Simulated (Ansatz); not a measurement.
**TiAl₃: density, localisation and related maps**

```cif
data_structure
_symmetry_space_group_name_H-M 'P 1'
_symmetry_Int_Tables_number 1
_cell_length_a 3.9557
_cell_length_b 3.9557
_cell_length_c 3.9557
_cell_angle_alpha 90.000
_cell_angle_beta 90.000
_cell_angle_gamma 90.000
_cell_volume 61.90
loop_
_atom_site_label
_atom_site_type_symbol
_atom_site_fract_x
_atom_site_fract_y
_atom_site_fract_z
_atom_site_occupancy
Ti1 Ti 0.00000 0.00000 0.00000 1
Al1 Al 0.00000 0.50000 0.50000 1
Al2 Al 0.50000 0.00000 0.50000 1
Al3 Al 0.50000 0.50000 0.00000 1
```

Space group Pm-3m; a structure from a database of computed crystals, not necessarily the ambient phase.

Level of theory: Ansatz 0.2.0, Kohn-Sham DFT of a periodic cell, PBEsol, Ansatz PAW.

Core electrons are frozen (PAW), and the valence fields are smoothed inside the atomic spheres.

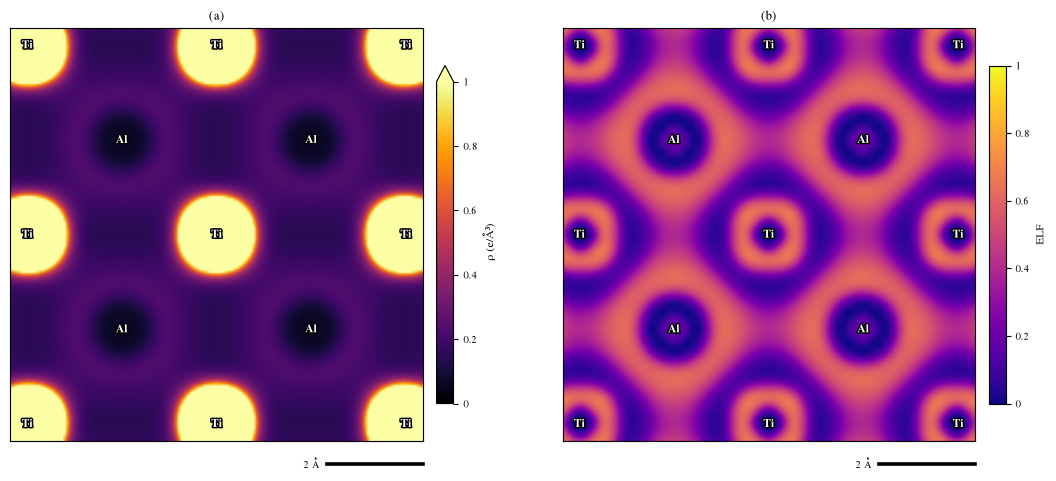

Figure 1. (a) valence charge density (pseudo); (b) electron localisation function on the (100) plane of the conventional cell.

What do the fields say about this system?

Atoms in the plane: Ti and Al. Ti–Al (2.80 Å): ρ at the midpoint is about 0.21 e/Å³; the ELF is about 0.35 at the midpoint. Between the atoms the lowest density in this plane is 0.15 e/Å³. The features right at Ti lie inside the PAW spheres, where the map follows smoothed inner orbitals and isn't to be read closely.

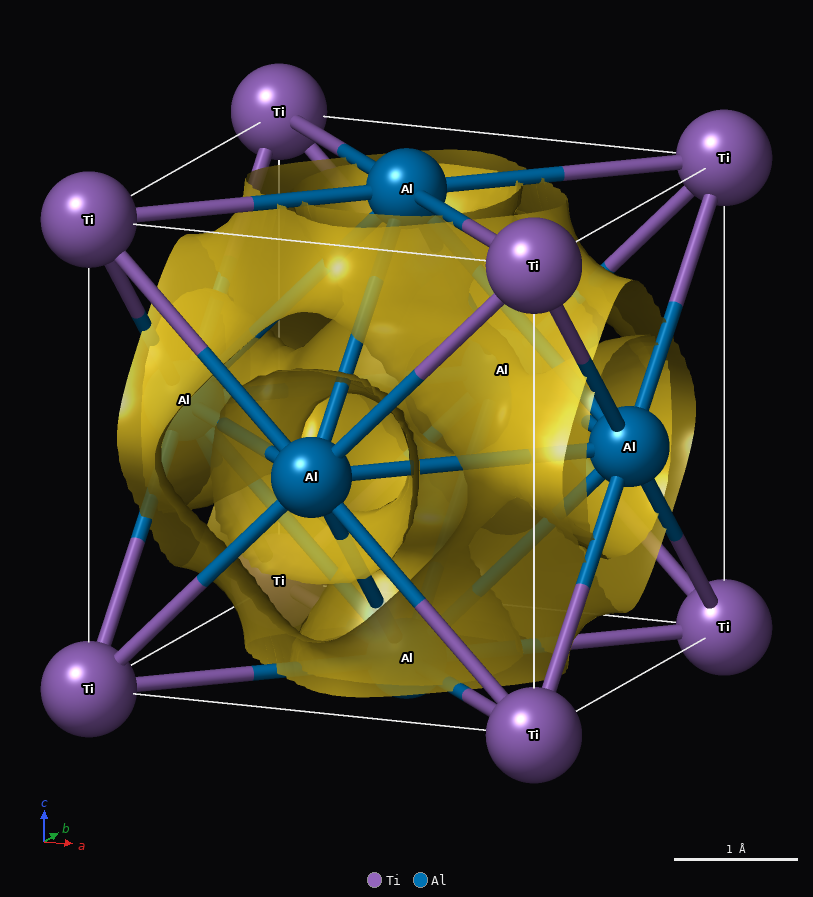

Figure 2. Isosurface of the electron localisation function at 0.55 (yellow), seen slightly off an axis. Only the valence region is drawn (cores and ρ < 0.01 e/Å³ removed). Sticks mark near contacts.

What do the ELF domains correspond to?

The surface consists of one network that runs through the whole crystal, counted in one cell of 4 atoms. Any copies at cell faces, edges or corners count once.


 Al–Al (2.80 Å): the ELF peaks at about 0.65 between the atoms.

Does the calculation give a band gap?

It is metallic or semimetallic at this level of theory: no gap opens.
